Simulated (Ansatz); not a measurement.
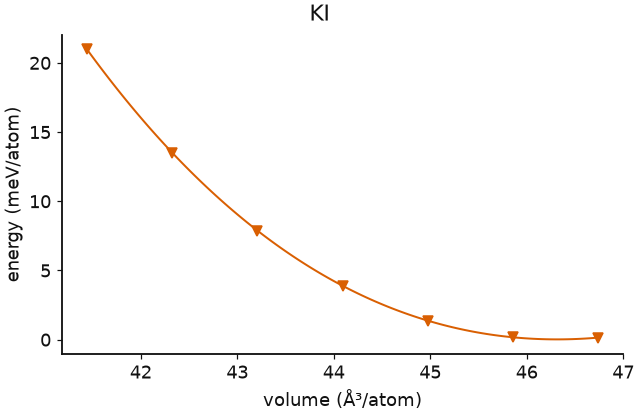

Method: all-electron LAPW DFT, no spin polarisation; energies at scaled volumes of the given cell, shape and fractions fixed, counted from the fit's minimum, third-order Birch-Murnaghan fit (Ansatz 0.2.0). Level: PBE.

| setting | value |
| --- | --- |
| k mesh | 7×7×7 |
| occupations | Fermi–Dirac |
| smearing width | 0.05 eV |
| potentials | all electron LAPW, scalar relativistic |
| program settings | basis error eV/atom 0.0005 |

Structure:
```cif
data_structure
_symmetry_space_group_name_H-M 'P 1'
_symmetry_Int_Tables_number 1
_cell_length_a 4.9961
_cell_length_b 4.9961
_cell_length_c 4.9961
_cell_angle_alpha 60.000
_cell_angle_beta 60.000
_cell_angle_gamma 60.000
_cell_volume 88.18
loop_
_atom_site_label
_atom_site_type_symbol
_atom_site_fract_x
_atom_site_fract_y
_atom_site_fract_z
_atom_site_occupancy
I1 I 0.50000 0.50000 0.50000 1
K1 K 0.00000 0.00000 0.00000 1
```

Energy against volume for KI, space group Fm-3m (No. 225).

A third-order Birch–Murnaghan fit gives V0 = 46.31 Å³/atom, B0 = 10.6 GPa and B′ = 4.7. The energy falls from 20.96 meV/atom at volume 41.45 Å³/atom to 0.13 meV/atom at 46.74 Å³/atom.
